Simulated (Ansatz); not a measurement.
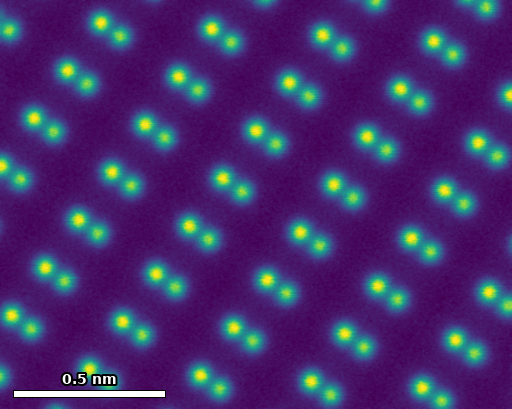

Dark-field STEM-like image of AlP. Simulated incoherent Z contrast: every atom adds Z^1.7 spread by a probe of 0.50 Å full width; channelling and multiple scattering are left out. The probe carries 25 % of its weight in a tail 2.5 times as wide. The display is stretched by a gamma of 0.8; percentages refer to the linear signal. Shot noise and a slight drift were added.

What two-dimensional lattice does the image show, and how large is its cell?

The pattern repeats on a rectangular net of 1.9 × 3.2 Å.

What is the plane group of the image?

pm: parallel mirror lines, no rotation.

How many columns does the smallest repeating cell hold, and how many levels of brightness?

2 columns in the primitive cell of 6.1 Å², with 2 levels of brightness (about 100, 80 % of the brightest, counted from the darkest point).

The crystal is AlP (F-43m, No. 216) seen along [211]. Atomic positions: the geometry relaxed with DFT r2SCAN+D3(BJ), scalar-relativistic, plane waves, PAW in Ansatz 0.2.0; the starting structure was generated, so it need not be a known form of this composition.
